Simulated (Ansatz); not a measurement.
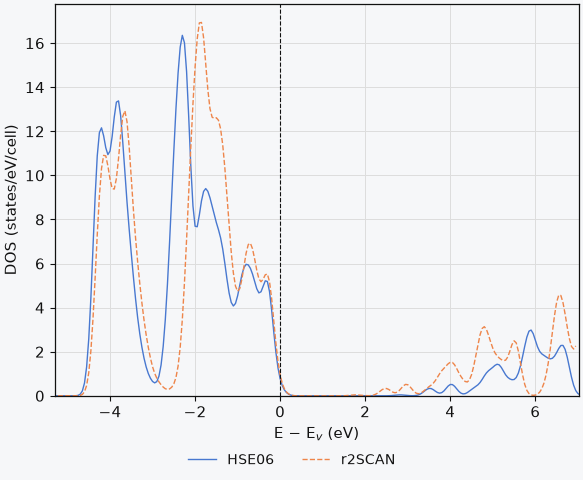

Total densities of states of AgCl, space group P6_3/mmc (No. 194), 4 atoms in the cell, h-MgO (five-fold) type, uniaxial (z) strain +3.8%, by two methods on the same cell. The curves are built from the levels of the k mesh with Gaussians 0.3 eV wide, which also blur the band edges. Each is counted from its own valence-band top.

**How do the methods compare?**

HSE06 gives a gap of 2.82 eV and r2SCAN gives a gap of 1.78 eV. In the window shown, the tallest filled peak lies at −2.3 eV in HSE06 and −1.8 eV in r2SCAN.

Settings. HSE06: DFT, HSE06, plane waves, PAW, no spin polarisation, 6×6×4 k mesh, 420 eV cutoff (Ansatz). r2SCAN: DFT, r2SCAN, plane waves, PAW, no spin polarisation, 6×6×4 k mesh, 500 eV cutoff (Ansatz).
